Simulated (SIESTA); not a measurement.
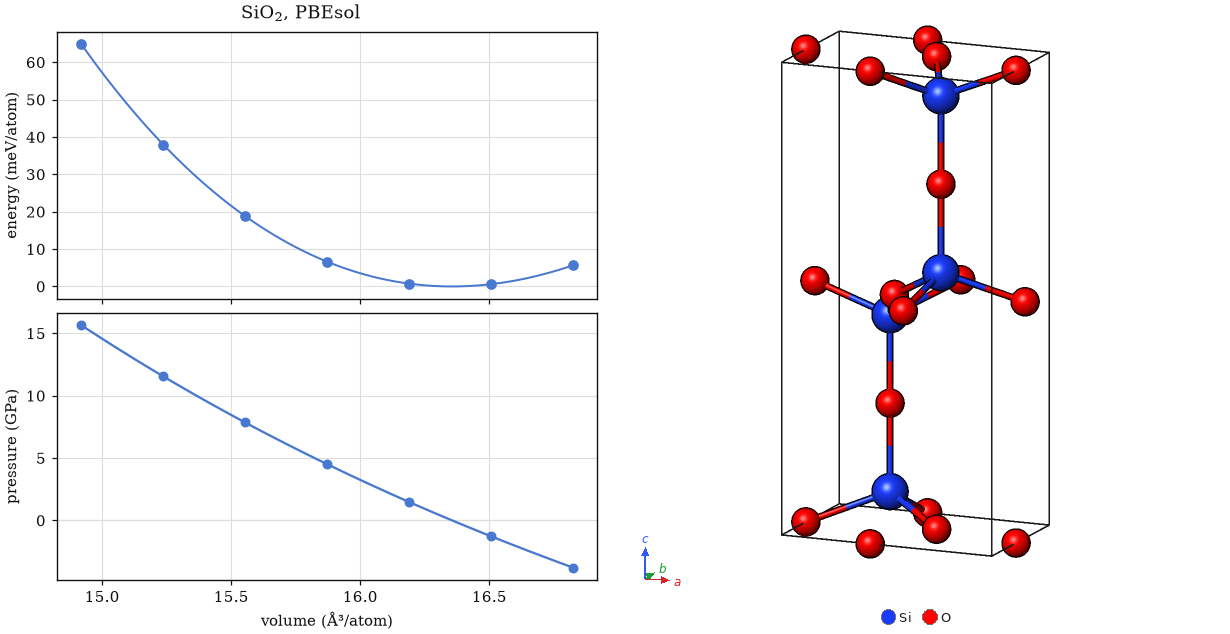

The figure shows the energy and pressure against volume for SiO₂, space group P6_322 (No. 182). The conventional cell is drawn beside the plot.

The given structure:
```
CELL_PARAMETERS angstrom
5.06907 0.00000 0.00000
-2.53454 4.38995 0.00000
0.00000 0.00000 8.55849
ATOMIC_POSITIONS crystal
Si 0.33333 0.66667 0.43713
Si 0.33333 0.66667 0.06287
Si 0.66667 0.33333 0.56287
Si 0.66667 0.33333 0.93713
O 0.42126 0.00000 0.00000
O 0.33333 0.66667 0.25000
O 0.66667 0.33333 0.75000
O 0.00000 0.57874 0.50000
O 0.57874 0.57874 0.00000
O 0.57874 0.00000 0.50000
O 0.42126 0.42126 0.50000
O 0.00000 0.42126 0.00000
```

Calculation (SIESTA 5.4.2): DFT in numerical atomic orbitals with pseudopotentials, no spin polarisation; energies at scaled volumes of the given cell, shape and fractions fixed, counted from the fit's minimum, third-order Birch-Murnaghan fit. Level: PBEsol.

- k mesh: 4×4×2
- occupations: Fermi–Dirac
- smearing width: 0.05 eV
- potentials: PseudoDojo 0.4 standard, converted to PSML, two zetas on semicore shells
- program settings: basis DZP, mesh cutoff 800 Ry

Question: What equilibrium volume and bulk modulus follow from the curve?

Answer: A third-order Birch–Murnaghan fit gives V0 = 16.36 Å³/atom, B0 = 141 GPa and B′ = 4.0.

Question: How does the pressure vary with volume?

Answer: It falls from 15.65 GPa at volume 14.92 Å³/atom to −3.78 GPa at 16.82 Å³/atom, and changes sign near 16.36 Å³/atom.

Limits of the calculation: mulliken charges of long orbitals; shape and atomic fractions are frozen while scaling, which makes layered, chain and framework solids too stiff.
